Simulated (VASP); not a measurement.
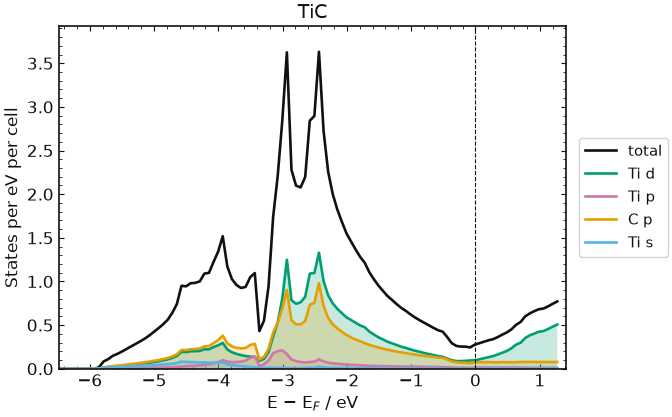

Density of states. Energies are counted from the Fermi level. The partial curves are projected inside the PAW spheres; the rest of the total lies in parts that aren't drawn and between the spheres.

The material is rocksalt TiC, space group Fm-3m, 2 atoms in the primitive cell; cubic a = 4.319 Å.

VASP; PBE, VASP PAW PBE potentials, release 64 (Ti_sv, C), no spin polarisation, no spin-orbit coupling, 16×16×16 k mesh in the self-consistent step, 520 eV cutoff, Gaussian smearing of 0.1 eV.

Question: Metal or insulator, and how many states lie at the Fermi level?

Answer: It is a metal. The density of states at the Fermi level is about 0.28 per eV and cell (mean within 0.25 eV), or 0.14 per atom.

Question: Where is the tallest peak in the window, and which states make it?

Answer: The tallest peak in the window is at −2.4 eV; by projected weight it is Ti d (56 %) and C p (39 %).

The density of states was taken on a 24×24×24 mesh with the tetrahedron method. The cell was derived from a database entry in an earlier step, so it needn't be the measured one.
